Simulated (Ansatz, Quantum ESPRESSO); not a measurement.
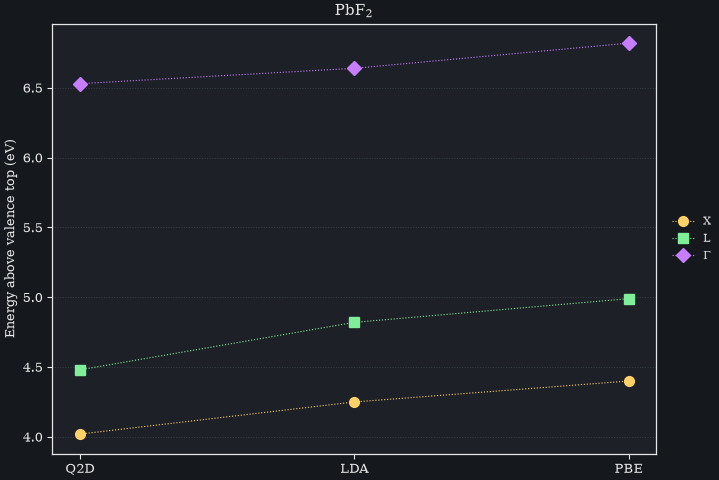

Lowest conduction level at each named k point, counted from the valence-band top at W, by several methods on one cell of fluorite-type PbF$_{2}$, space group Fm-3m (No. 225), 3 atoms in the primitive cell; cubic a = 5.806 Å. All runs are without spin-orbit coupling and carry no moments. The cell is at 8 GPa in PBE.

```
method           program  X (eV)  L (eV)  Γ (eV)
   Q2D  Quantum ESPRESSO    4.02    4.48    6.53
   LDA            Ansatz    4.25    4.82    6.64
   PBE            Ansatz    4.40    4.99    6.82
```

### Estimate the r2SCAN values. It was run as: r2SCAN, Ansatz PAW, 8×8×8 k mesh, 500 eV cutoff, Fermi-Dirac smearing of 0.05 eV (Ansatz).

A meta-GGA of this kind opens the gap over the LDA and GGA values shown, the highest of which is 4.40 eV (PBE) at X. r2SCAN gives 4.90 eV at X, 5.31 eV at L and 7.33 eV at Γ, which is +0.50 eV from PBE at X.

### Does r2SCAN shift these levels rigidly from PBE?

The shifts are +0.50 eV at X, +0.32 eV at L and +0.51 eV at Γ, and at points that aren't plotted +0.50 eV (K) and +0.50 eV (W): over the named points that both runs hold, a spread of 0.19 eV on a mean of 0.47 eV, so one shift doesn't describe them.

### How do the methods rank at X?

From low to high: Q2D 4.02, LDA 4.25, PBE 4.40, r2SCAN 4.90 eV.

Settings. Q2D: PseudoDojo 0.4.1 SR PBE standard, 8×8×8 k mesh, 1143 eV cutoff, Fermi-Dirac smearing of 0.05 eV (Quantum ESPRESSO). LDA: Ansatz PAW, 8×8×8 k mesh, 420 eV cutoff, Fermi-Dirac smearing of 0.05 eV (Ansatz). PBE: Ansatz PAW, 8×8×8 k mesh, 420 eV cutoff, Fermi-Dirac smearing of 0.05 eV (Ansatz).

These are four of the 5 methods that were run on this cell. The runs come from different programs, which adds differences of its own. Spin-orbit coupling is left out, which matters for Pb. LDA and r2SCAN: the PAW data sets were made with another functional. Q2D: the potentials were made for another functional.
